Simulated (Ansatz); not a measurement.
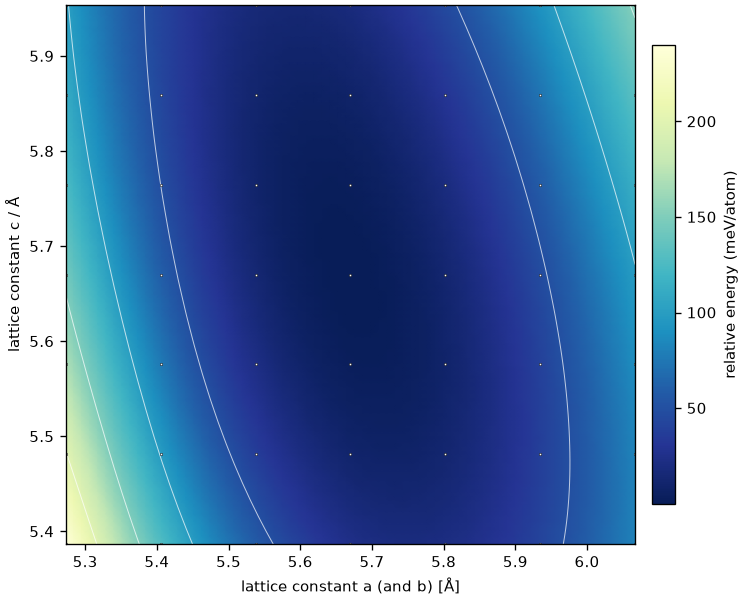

Al2Cu (Fm-3m, No. 225; 3 atoms in the cell). The energy is mapped over the lattice constants a and c of the conventional cell. Coordinates scanned: (1) lattice constant a (and b); (2) lattice constant c. Nothing is relaxed (symmetry fixes all fractional coordinates). The scan uses a 7 × 7 grid. Points are written as (first, second). Energies: meV/atom, counted from the lowest grid point. The calculation used DFT LDA, scalar-relativistic, plane waves, PAW in Ansatz 0.2.0. Settings: cutoff 520 eV, k-mesh 14×14×14, gaussian smearing 0.15 eV, no spin polarisation.

The picture shows a smooth colour map with a few white contour lines, dots at the grid points. Between grid points the surface is interpolated.

The lowest grid point is at (5.670 Å, 5.670 Å). No other kind of well shows on this grid. The highest grid point, (5.273 Å, 5.387 Å), lies 240 meV/atom above the lowest. Round the minimum the valley is somewhat tilted: raising lattice constant a (and b) shifts the best value of lattice constant c downwards (coupling k₁₂/√(k₁₁k₂₂) about 0.5).

The level of theory is changed to Ansatz 0.2.0, DFT PBE, scalar-relativistic, plane waves, PAW; with it change the cell, relaxed at the new level (first cell vector 4.089 Å, before 4.009 Å); the new grid has 7 × 7 points, laid about the new relaxed structure.

Q: What will the new map look like?

A: The minimum (interpolated where it lies between grid points) moves from (5.670 Å, 5.670 Å) to (5.783 Å, 5.783 Å). The curvature at the minimum changes from about 4.6 to 4 eV/Å² along lattice constant a (and b) and from about 1.6 to 1.4 eV/Å² along lattice constant c (per cell).

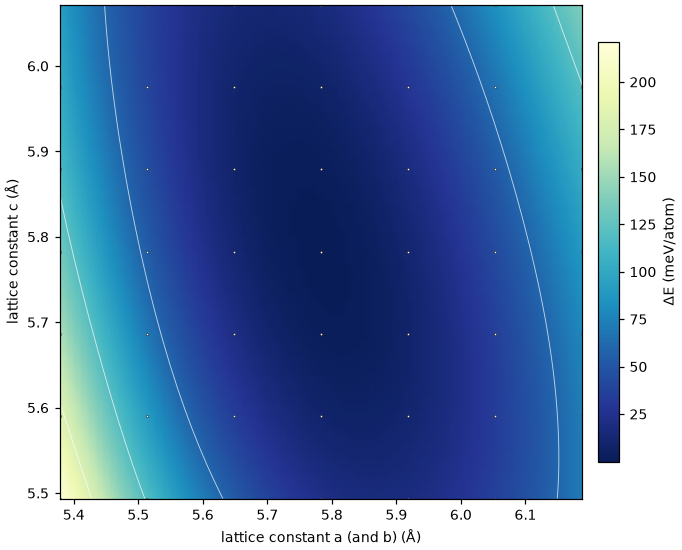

The map after the change, on a colour scale of its own. The picture shows a smooth colour map with a few white contour lines, dots at the grid points. Between grid points the surface is interpolated.

PAW datasets: the set soft_1.
